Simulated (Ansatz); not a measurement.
Band-structure calculation of Ga2O3

System: Ga2O3 (R-3c, 10 atoms in the cell).
Method: DFT PBE, scalar-relativistic, plane waves, PAW, no spin polarisation (Ansatz 0.2.0).

The structure derives from an entry of the Crystallography Open Database. Figures and captions count atoms from 1; the log counts them from 0 in places.

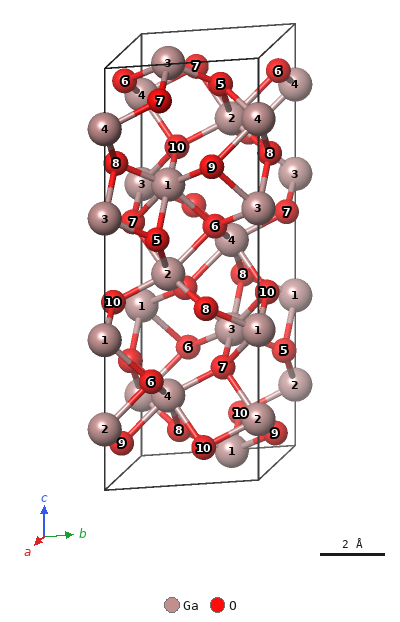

*The input geometry (ball-and-stick view of the cell 3 times as large as that of the calculation, set on its symmetry axes, seen slightly off an axis; atoms are numbered from 1 in the order of the input).*

Near neighbours in the crystal (not all of them lie inside the picture): Ga has 6 O at 1.95 to 2.11 Å; O has 4 Ga at 1.95 to 2.11 Å.

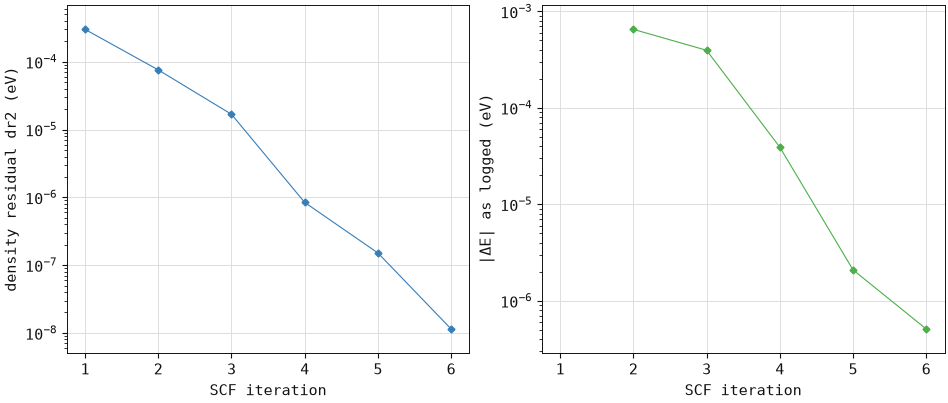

*Convergence of the self-consistent field: density residual dr2 and size of the energy change against the SCF iteration.*

The residual falls at every step.

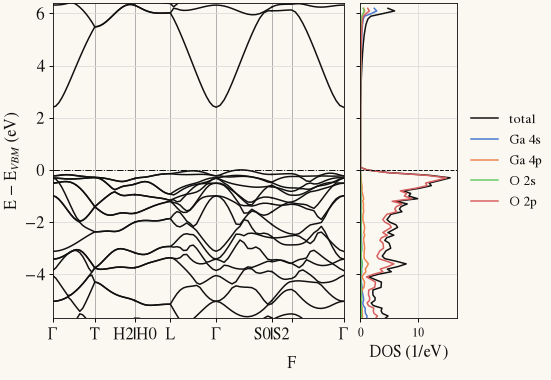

*Band structure along Γ–T–H2|H0–L–Γ–S0|S2–F–Γ and density of states (projected on Löwdin-orthogonalised atomic shells), with energies from the valence-band top.*

There is a gap of 2.40 eV on this path, indirect, from between Γ and S0 to Γ.

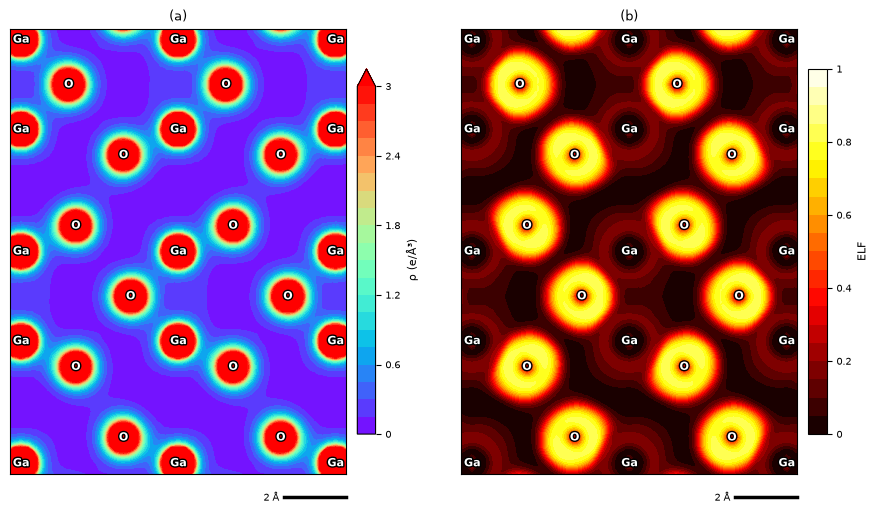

*(a) valence charge density (pseudo); (b) ELF on the (010) plane of the conventional cell.*

Ga–O (1.95 Å): the density is about 0.66 e/Å³ at the midpoint; the ELF is about 0.35 at the midpoint. Ga–O (2.11 Å): the density is about 0.47 e/Å³ at the midpoint; the ELF is about 0.25 at the midpoint. Away from the nuclei the density in this plane falls to 0.03 e/Å³ at its lowest. In a PAW calculation such maps are meaningful between the atoms, not at the nuclei.

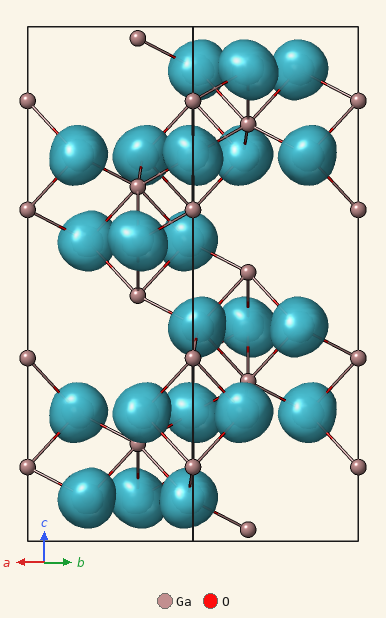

*Isosurface of the ELF at 0.75 (cyan), seen along [110]. Core shells and regions of very low density are left out. Sticks mark near contacts. The outline is the cell set on symmetry axes.*

Values along the shortest contacts: Ga–O (1.95 Å): the ELF is about 0.35 at the midpoint. Ga–O (2.11 Å): the ELF is about 0.25 at the midpoint.

These pictures come from the run below.

**Input**
```yaml
crystal:
  lattice:
    - [2.528721336, 1.459957944, 4.5410699527]
    - [-2.528721336, 1.459957944, 4.5410699527]
    - [0.0, -2.919915888, 4.5410699527]
  atoms:
    - { symbol: Ga, position: [0.3558685514, 0.3558685514, 0.3558685514] }
    - { symbol: Ga, position: [0.1441314486, 0.1441314486, 0.1441314486] }
    - { symbol: Ga, position: [0.6441314486, 0.6441314486, 0.6441314486] }
    - { symbol: Ga, position: [0.8558685514, 0.8558685514, 0.8558685514] }
    - { symbol: O, position: [0.5531736383, 0.9468263617, 0.25] }
    - { symbol: O, position: [0.25, 0.5531736383, 0.9468263617] }
    - { symbol: O, position: [0.9468263617, 0.25, 0.5531736383] }
    - { symbol: O, position: [0.4468263617, 0.0531736383, 0.75] }
    - { symbol: O, position: [0.75, 0.4468263617, 0.0531736383] }
    - { symbol: O, position: [0.0531736383, 0.75, 0.4468263617] }
basis:
  ecutwfc: 420
kpoints:
  mp_grid: { grid: [9, 9, 9] }
  band_path:
    path:
      - [[0.0, 0.0, 0.0], [0.5, 0.5, 0.5], [0.76442479, 0.23557521, 0.5]]
      - [[0.5, -0.23557521, 0.23557521], [0.5, 0.0, 0.0], [0.0, 0.0, 0.0], [0.3677876, -0.3677876, 0.0]]
      - [[0.6322124, 0.0, 0.3677876], [0.5, 0.0, 0.5], [0.0, 0.0, 0.0]]
    npoints: 14
hamiltonian:
  xc: pbe
scf:
  occupations: { method: gaussian, width: 0.02 }
  n_extra_bands: 25
output:
  forces: true
  stress: true
  eigenvalues: true
  populations: true
  dos: { projected: true, de: 0.02, nscf_kmesh: { grid: [14, 14, 14] } }
  bader: true
  write_density: true
  write_potential: true
  elf: true
  volumetric_format: npy
```

Run as:
```bash
ansatz run input.yaml --threads 4 --pin off --max-ram 10240MiB --backend cpu --events-out ev --progress --plain --runs-dir out
```

**Output**
```
scf.n_extra_bands = 25 over 44 filled bands (N_el = 88.0): the run solves 69 bands
Engine: ansatz 0.2.0, aarch64-unknown-linux-gnu
Pseudopotentials: kind: paw
Pseudopotential: Ga, paw, valence charge 13, recommended cutoff 420 eV (normal), Ga.paw.azcp
Pseudopotential: O, paw, valence charge 6, recommended cutoff 420 eV (normal), O.paw.azcp
Functional definition: PBE
  parameter kappa = 0.804
  parameter beta = 0.06672455060314922
  exchange = pbe_x(kappa = kappa, mu = beta*pi^2/3)
  correlation = pbe_c(beta = beta)
Crystal: 10 atoms, lattice volume = 100.589 Å³
Basis set: ecut = 420 eV, 1929 PW (Γ), exchange–correlation on 80×80×80 points (8 copies of the dense FFT grid, shifted against one another)
Bands: 69, of which v1, the nominal top of the filled ones, is band 44 counted from 1 (43 counted from 0)
Symmetry: 12 space group operations
Space group: R-3c (ITA 167), of the structure as read, at distance tolerance 4.7e-5 Å
k-points: 85 of 729
Non-local potential: Ga, projectors of the file, l = 0: 2, l = 1: 2, l = 2: 3, l = 3: 1
Non-local potential: O, projectors of the file, l = 0: 2, l = 1: 2, l = 2: 1
PAW form: soft (Blöchl's): semilocal exchange-correlation on the pseudo side does not see the compensation charge
PAW one-centre angular grid: Ga, 590 points (default); XC on 64 Gauss nodes
PAW one-centre angular grid: O, 110 points (default); XC on 64 Gauss nodes
Initial density: superposition of atomic densities (neutral atoms: chi_scale 0, normalization atom), corrected by the library's trained network
Initial wavefunctions: pseudopotential atomic-orbital guess
Functional: x = pbe(κ = 0.804, μ = 0.2195149727645171), c = pbe(β = 0.06672455060314922)
SCF iter   1: F=—  HF=-18539.813193 eV  |F-HF|=—  |Δ(HF+E_count)|=         —  Δρ=1.07e-3  dr2=3.01e-4  ethr=1.77e-3  ⟨swp⟩=5.9  Hψ=24115  notcnv=0  defer=99
preconditioner: auto → Resta (q_TF=auto, 2.668 Å⁻¹)  ε∞=3.5  [insulator: Δε(μ)=2.411 eV  Ē_g=21.862 eV  σ=0.020 eV  W_gap=1.00  n_scr=26 (ndim 8)  ℏωp=34.7 eV  f_vac=0.017  D(μ)=0.00/eV (n_scr^D=0)  ε∞_Penn≈3.5]
SCF iter   2: F=—  HF=-18539.813844 eV  |F-HF|=—  |Δ(HF+E_count)|=   6.51e-4  Δρ=5.80e-4  dr2=7.59e-5  ethr=3.42e-7  ⟨swp⟩=2.9  Hψ=10967  notcnv=0  defer=626
SCF iter   3: F=—  HF=-18539.814238 eV  |F-HF|=—  |Δ(HF+E_count)|=   3.95e-4  Δρ=2.15e-4  dr2=1.68e-5  ethr=8.63e-8  ⟨swp⟩=2.0  Hψ=7937  notcnv=0  defer=626
SCF iter   4: F=—  HF=-18539.814277 eV  |F-HF|=—  |Δ(HF+E_count)|=   3.91e-5  Δρ=4.26e-5  dr2=8.41e-7  ethr=1.91e-8  ⟨swp⟩=2.0  Hψ=7907  notcnv=0  defer=626
SCF iter   5: F=—  HF=-18539.814280 eV  |F-HF|=—  |Δ(HF+E_count)|=   2.09e-6  Δρ=1.61e-5  dr2=1.51e-7  ethr=9.56e-10  ⟨swp⟩=2.0  Hψ=7855  notcnv=0  defer=626
SCF iter   6: F=-18539.814280 eV  HF=-18539.814280 eV  |F-HF|=1.01e-9  |Δ(HF+E_count)|=   5.09e-7  Δρ=4.13e-6  dr2=1.14e-8  ethr=1.14e-10  ⟨swp⟩=13.5  Hψ=42864  notcnv=0
SCF 1 converged in 6 iterations: F = -18539.814280 eV  dr2 = 1.14e-8
  greatest PAW one-centre occupation: 0.998 electrons in one spin orbital (limit 2), on the Ga atom at site 2 (counted from 0), in its partial waves of l = 2
NSCF: frozen V_eff on 101 k-points
NSCF: frozen V_eff on 288 k-points
SCF converged after 6 iterations
Free energy (F): -18539.814280 eV
Harris-Foulkes:  -18539.814280 eV  (|F-HF|=1.01e-9)
Internal energy: -18539.814280 eV  (E = F + TS)
E sigma→0 (E₀):  -18539.814280 eV
Fermi energy:    9.791297 eV
--- Per-component energies (eV) ---
  E_band       = -38.787119
  E_kinetic    = 1517.076445
  E_local      = -8663.053504  (includes V_loc(G=0)·N_el)
  E_nonlocal   = 2022.688677
  E_hartree    = 3901.997576
  E_xc         = -711.189691
  E_vxc        = -788.853181  (∫ρ·V_xc dr)
  E_paw        = -8946.010453  (= ΣΔE_a)
  E_vpaw       = -1930.658775  (= ΣTr[D̂ρ^β])
  E_aug_tail   = 0.014256  (compensation charges beyond the density's cutoff)
  E_ewald      = -7661.337587
  E_smearing   = -0.000000  (= −TS)
  E_closure    = 0.000000  (closes the sum)
  Σ components = -18539.814280   (vs F -18539.814280, Δ=0.00e0)
--- Forces (eV/Å), atoms counted from 1 ---
  atom   1  Ga    -0.00000000    -0.00000000    -0.00475114
  atom   2  Ga    -0.00000000     0.00000000     0.00475114
  atom   3  Ga     0.00000000     0.00000000     0.00475114
  atom   4  Ga     0.00000000    -0.00000000    -0.00475114
  atom   5  O     -0.00441497     0.00000000     0.00000000
  atom   6  O      0.00220749    -0.00382348     0.00000000
  atom   7  O      0.00220749     0.00382348    -0.00000000
  atom   8  O      0.00441497    -0.00000000     0.00000000
  atom   9  O     -0.00220749     0.00382348     0.00000000
  atom  10  O     -0.00220749    -0.00382348    -0.00000000
  max |Σ_I F_I| component: 1.30e-17 eV/Å
--- Stress (GPa, compression-positive) ---
        0.037786       0.000000       0.000000
        0.000000       0.037786       0.000000
       -0.000000       0.000000       0.003331
  P = ⅓ Tr σ = 0.0263 GPa (0.263 kbar)
--- Band table (eV; the first three rows and the last of 85) ---
  k-point 0: bands = ["-10.0735", "-8.2343", "-8.2343", "-8.1986", "-8.1837", "-8.1837", "-4.1435", "-4.1435", "-4.0641", "-4.0641", "-4.0026", "-3.9681", "-3.9299", "-3.9299", "-3.8999", "-3.8999", "-3.8569", "-3.8569", "-3.7884", "-3.7877", "-3.7877", "-3.7864", "-3.5594", "-3.5594", "-3.0039", "-3.0039", "1.5906", "2.2745", "3.5561", "3.5561", "4.5456", "4.7384", "5.1734", "5.1734", "5.4728", "7.6015", "7.6015", "8.0853", "8.0853", "8.2800", "8.2800", "8.2888", "8.3652", "8.3652", "10.9988", "14.9156", "15.1704", "17.1156", "18.4496", "18.4603", "18.4603", "19.3031", "19.5032", "19.5032", "20.5669", "21.2841", "21.2841", "21.8501", "22.2111", "22.2111", "24.9198", "24.9198", "24.9220", "26.3280", "26.9491", "27.8658", "27.8658", "28.9091", "28.9091"]
  k-point 1: bands = ["-10.0208", "-8.2767", "-8.2360", "-8.2356", "-8.1895", "-8.1702", "-4.1369", "-4.1362", "-4.0627", "-4.0601", "-4.0026", "-3.9704", "-3.9271", "-3.9264", "-3.9042", "-3.9006", "-3.8628", "-3.8587", "-3.7948", "-3.7898", "-3.7868", "-3.7611", "-3.5739", "-3.5584", "-3.0524", "-3.0180", "1.6606", "2.2460", "3.3419", "3.7904", "4.3316", "5.0243", "5.0715", "5.4969", "5.7938", "7.2244", "7.5734", "7.8840", "8.0267", "8.0776", "8.1256", "8.2350", "8.4194", "8.4731", "11.4397", "14.8683", "15.3332", "16.9514", "17.8149", "18.4445", "18.9856", "19.0469", "19.7045", "19.9450", "20.4866", "21.1799", "21.2432", "21.7764", "22.1486", "22.2647", "24.3675", "24.9275", "25.1206", "26.1977", "26.9763", "27.1992", "27.6107", "27.8034", "28.9825"]
  k-point 2: bands = ["-9.8673", "-8.4410", "-8.2547", "-8.2442", "-8.2005", "-8.1749", "-4.1201", "-4.1156", "-4.0555", "-4.0539", "-4.0018", "-3.9720", "-3.9241", "-3.9219", "-3.9125", "-3.9101", "-3.8695", "-3.8615", "-3.8108", "-3.7930", "-3.7849", "-3.6921", "-3.6140", "-3.5513", "-3.1700", "-3.0664", "1.8604", "2.2659", "2.9722", "4.1608", "4.3067", "5.0345", "5.6207", "6.0363", "6.3032", "6.4753", "7.3069", "7.3436", "7.7370", "7.9845", "8.0342", "8.0907", "8.4213", "8.5539", "12.3507", "14.7742", "15.5732", "16.5368", "17.3719", "18.0908", "19.1935", "19.5257", "20.1171", "20.1286", "20.3748", "21.0220", "21.0855", "21.6259", "22.0364", "22.4406", "23.8455", "24.8160", "25.1859", "25.2865", "26.2429", "26.3267", "27.4656", "28.1765", "28.7534"]
  k-point 84: bands = ["-9.2697", "-9.1688", "-8.2589", "-8.2294", "-8.2180", "-8.1937", "-4.0869", "-4.0788", "-4.0589", "-4.0502", "-4.0495", "-4.0399", "-3.9500", "-3.9457", "-3.9429", "-3.9336", "-3.8124", "-3.8106", "-3.8029", "-3.7920", "-3.7369", "-3.7296", "-3.5279", "-3.5057", "-3.2389", "-3.2050", "2.5825", "2.6350", "3.9991", "4.1890", "4.6420", "5.0239", "5.0576", "5.1933", "6.1978", "6.2804", "6.8553", "6.9855", "7.4243", "7.5715", "8.1444", "8.1523", "8.2702", "8.2851", "14.1288", "14.3250", "15.9917", "16.1760", "17.6449", "17.7939", "19.2337", "19.3382", "20.3306", "20.4295", "21.1113", "21.1907", "21.2695", "21.3918", "21.5984", "21.6127", "23.6038", "23.7252", "25.1003", "25.1933", "25.4740", "25.5190", "28.2619", "28.4846", "29.6859"]
--- Löwdin populations: 10 sites ---
  site symbol       q [e]
     0     Ga     11.9871
     1     Ga     11.9871
     2     Ga     11.9871
     3     Ga     11.9871
     4      O      6.6330
     5      O      6.6330
     6      O      6.6330
     7      O      6.6330
     8      O      6.6330
     9      O      6.6330
  spilling = 0.002880 (of n_electrons = 88.000000)
--- Bader charges: 10 sites ---
  site symbol  charge [e]  shift [e]
     0     Ga      1.8929     0.0101
     1     Ga      1.8929     0.0101
     2     Ga      1.8929     0.0101
     3     Ga      1.8929     0.0101
     4      O     -1.2619     0.0068
     5      O     -1.2619     0.0068
     6      O     -1.2619     0.0068
     7      O     -1.2619     0.0068
     8      O     -1.2619     0.0068
     9      O     -1.2619     0.0068
  estimated error of the sums over rays = 3.3e-4 e
```

**File bader_charges.tsv**
```
# site	symbol	x_ang	y_ang	z_ang	partial_charge_e	electrons	volume_ang3	relative_density_drop	shared_charge_e	partial_wave_shift_e
# quadrature_error_electrons = 3.3e-4
0	Ga	0.0000	0.0000	4.8481	1.89291	29.10709	7.70	-	1.89291	0.01013
1	Ga	0.0000	0.0000	1.9635	1.89292	29.10708	7.70	-	1.89292	0.01013
2	Ga	0.0000	0.0000	8.7751	1.89290	29.10710	7.70	-	1.89290	0.01013
3	Ga	0.0000	0.0000	11.6597	1.89290	29.10710	7.70	-	1.89290	0.01013
4	O	-0.9954	1.4600	7.9469	-1.26195	9.26195	11.63	-	-1.26195	0.00675
5	O	-0.7666	-1.5921	7.9469	-1.26195	9.26195	11.63	-	-1.26195	0.00675
6	O	1.7621	0.1321	7.9469	-1.26194	9.26194	11.63	-	-1.26194	0.00675
7	O	0.9954	-1.4600	5.6763	-1.26193	9.26193	11.63	-	-1.26193	0.00675
8	O	0.7666	1.5921	5.6763	-1.26193	9.26193	11.63	-	-1.26193	0.00675
9	O	-1.7621	-0.1321	5.6763	-1.26193	9.26193	11.63	-	-1.26193	0.00675
```

**File populations.tsv**
```
# site	symbol	l	j	q
# orbitals = lowdin
# n_electrons = 88.000000
# spilling = 0.002880
0	Ga	0_4S	-	0.741107
0	Ga	1_4P	-	1.254277
0	Ga	2_3D	-	9.991692
1	Ga	0_4S	-	0.741107
1	Ga	1_4P	-	1.254277
1	Ga	2_3D	-	9.991692
2	Ga	0_4S	-	0.741107
2	Ga	1_4P	-	1.254277
2	Ga	2_3D	-	9.991692
3	Ga	0_4S	-	0.741107
3	Ga	1_4P	-	1.254277
3	Ga	2_3D	-	9.991692
4	O	0_2S	-	1.671817
4	O	1_2P	-	4.961223
5	O	0_2S	-	1.671817
5	O	1_2P	-	4.961223
6	O	0_2S	-	1.671817
6	O	1_2P	-	4.961223
7	O	0_2S	-	1.671817
7	O	1_2P	-	4.961223
8	O	0_2S	-	1.671817
8	O	1_2P	-	4.961223
9	O	0_2S	-	1.671817
9	O	1_2P	-	4.961223
```

**Summary**

- outcome: converged
- space group (tolerance 0.01 Å): R-3c (167)
- electrons treated: 88
- free energy: −18539.8143 eV
- Fermi energy: 9.791 eV
- gap on the k-point mesh: 2.42 eV
- gap on the band path: 2.40 eV
- pressure: 0.03 GPa
- largest force (length of the vector): 0.005 eV/Å
- hardware: 4 threads of Arm Neoverse V1, 24 GiB of memory available, shared host
- wall time: 68 s (CPU time 4.5 min)
- peak memory: 1.3 GiB
